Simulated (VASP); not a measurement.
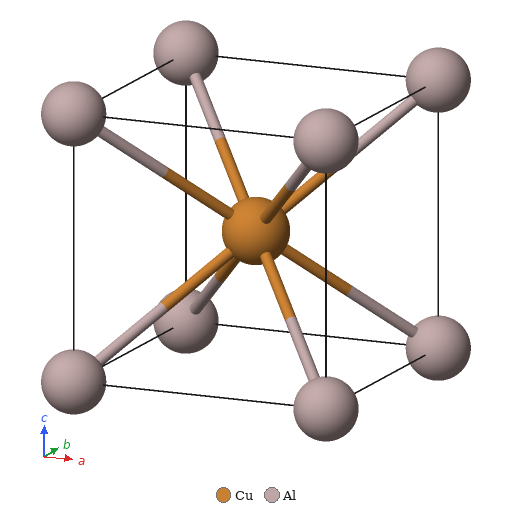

System: AlCu, space group Pm-3m (No. 221). The picture shows the conventional cell.

Starting cell:
```xyz
2
Lattice="2.9975 0.0000 0.0000 0.0000 2.9975 0.0000 0.0000 0.0000 2.9975" Properties=species:S:1:pos:R:3 pbc="T T T"
Cu    1.4988    1.4988    1.4988
Al    0.0000    0.0000    0.0000
```

Calculation (VASP 6.6.1): plane-wave DFT, no spin polarisation; energies at scaled volumes of the given cell, shape and fractions fixed, counted from the fit's minimum, third-order Birch-Murnaghan fit. Level: PBEsol.

- k mesh: 9×9×9
- occupations: Fermi–Dirac
- smearing width: 0.05 eV
- potentials: VASP PAW PBE potentials, recommended
- wave cutoff: 520 eV

Describe the result: the energy and pressure against volume. The volume takes the values 12.66, 12.93, 13.20, 13.47, 13.74, 14.01, 14.27 Å³/atom.

A third-order Birch–Murnaghan fit gives V0 = 12.97 Å³/atom, B0 = 125 GPa and B′ = 4.8. The energy is 3.15 meV/atom at volume 12.66 Å³/atom and 42.22 meV/atom at 14.27 Å³/atom; the lowest computed point is at volume 12.93 Å³/atom (0.07 meV/atom). The pressure falls from 3.62 GPa at volume 12.66 Å³/atom to −9.02 GPa at 14.27 Å³/atom, and changes sign near 13.01 Å³/atom.

```tsv
volume (Å³/atom)	energy (meV/atom)	pressure (GPa)
12.66	3.15	3.62
12.93	0.07	0.76
13.20	1.44	-1.70
13.47	6.76	-4.32
13.74	15.59	-6.28
14.01	27.53	-7.52
14.27	42.22	-9.02
```

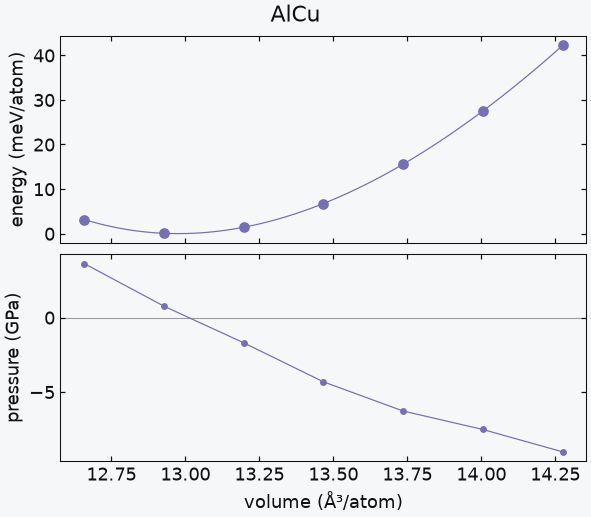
